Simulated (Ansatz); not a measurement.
**AlN: density, localisation and related maps**

The calculation's input:

```
crystal:
  lattice:
    - [4.3698012523, 0.0, 0.0]
    - [0.0, 2.1849006262, -2.1849006262]
    - [0.0, 6.7314785738, 6.7314785738]
  atoms:
    - { symbol: Al, position: [0.0, 0.0, 0.2434184714] }
    - { symbol: Al, position: [0.5, 0.5, 0.4057082716] }
    - { symbol: Al, position: [0.0, 0.0, 0.5679980719] }
    - { symbol: Al, position: [0.5, 0.5, 0.7302878721] }
    - { symbol: Al, position: [0.0, 0.0, 0.8925776724] }
    - { symbol: Al, position: [0.5, 0.5, 0.0811286711] }
    - { symbol: "N", position: [0.75, 0.0, 0.4057082716] }
    - { symbol: "N", position: [0.25, 0.5, 0.5679980719] }
    - { symbol: "N", position: [0.75, 0.0, 0.7302878721] }
    - { symbol: "N", position: [0.25, 0.5, 0.8925776724] }
    - { symbol: "N", position: [0.75, 0.0, 0.0811286711] }
    - { symbol: "N", position: [0.25, 0.5, 0.2434184714] }
basis:
  ecutwfc: 500
kpoints:
  mp_grid: { grid: [5, 7, 3] }
hamiltonian:
  xc: r2scan
scf:
  occupations: { method: gaussian, width: 0.05 }
output:
  forces: true
  stress: true
  eigenvalues: true
  write_density: true
  write_potential: true
  elf: true
  volumetric_format: npy
```

Launched as:

```sh
ansatz run input.yaml --threads 2 --pin off --max-ram 5120MiB --backend cpu --events-out ev --progress --plain --runs-dir out
```

Below, planes, directions and counts refer to the conventional cell (a = 3.09 Å, b = 9.52 Å, c = 4.37 Å, α = 90.00°, β = 90.00°, γ = 90.00°).

Space group Pmn2₁; a structure from a database of computed crystals, not necessarily the ambient phase; not relaxed (largest force 1.3 eV/Å); computed pressure about −4 GPa in this cell.

Computed with DFT r2SCAN, scalar-relativistic, plane waves, PAW in Ansatz 0.2.0.

In a PAW calculation such maps are meaningful between the atoms, not at the nuclei.

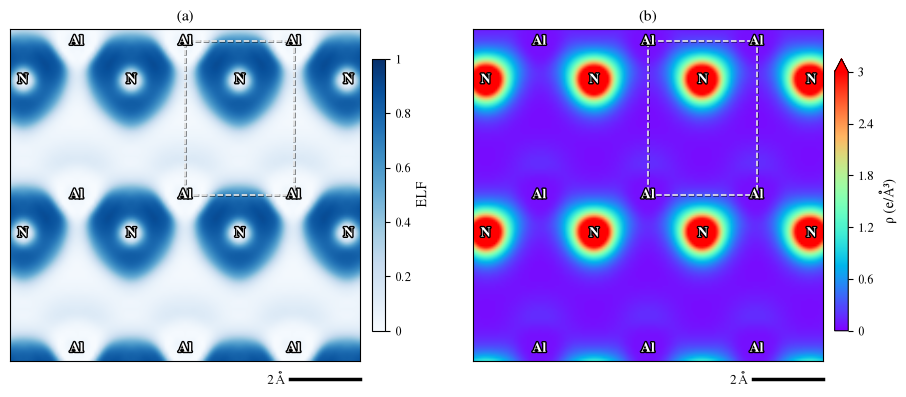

Figure 1. (a) electron localisation function; (b) valence electron density on the (010) plane of the conventional cell.

### Describe what can be read from this map.

Atoms in the plane: Al and N.
Al–N (1.89 Å): ρ is about 0.69 e/Å³ halfway; the ELF peaks at about 0.90 in the valence shell of N, 0.8 Å from its nucleus, and is about 0.85 at the midpoint.
Between the atoms the lowest density in this plane is 0.05 e/Å³.

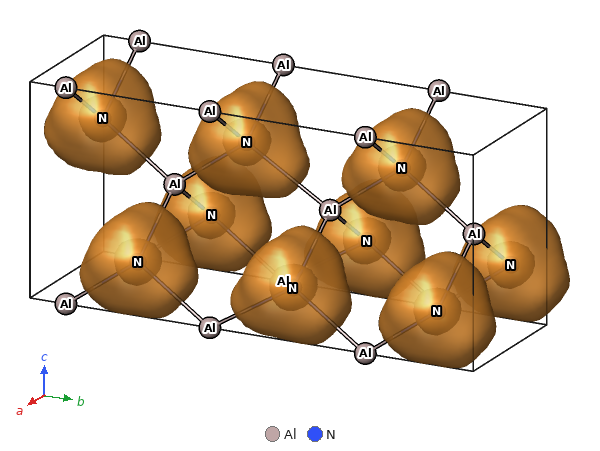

Figure 2. Isosurface of the ELF at 0.7 (orange), seen slightly off an axis. Only the valence region is drawn (cores and ρ < 0.01 e/Å³ removed). Sticks mark near contacts.

### Where are the electrons localised?

At this value the surface marks out six regions on N in which the atom's valence shell and bonds are merged, counted in one cell of 12 atoms. Any copies at cell faces, edges or corners count once.


 Al–N (2.10 Å): the ELF peaks at about 0.90 between the atoms (a shared but strongly polarised pair).

### Metal or insulator at this level of theory?

It is gapped, with a Kohn–Sham gap of 3.8 eV on the k-point mesh, an upper bound to the gap of this method.
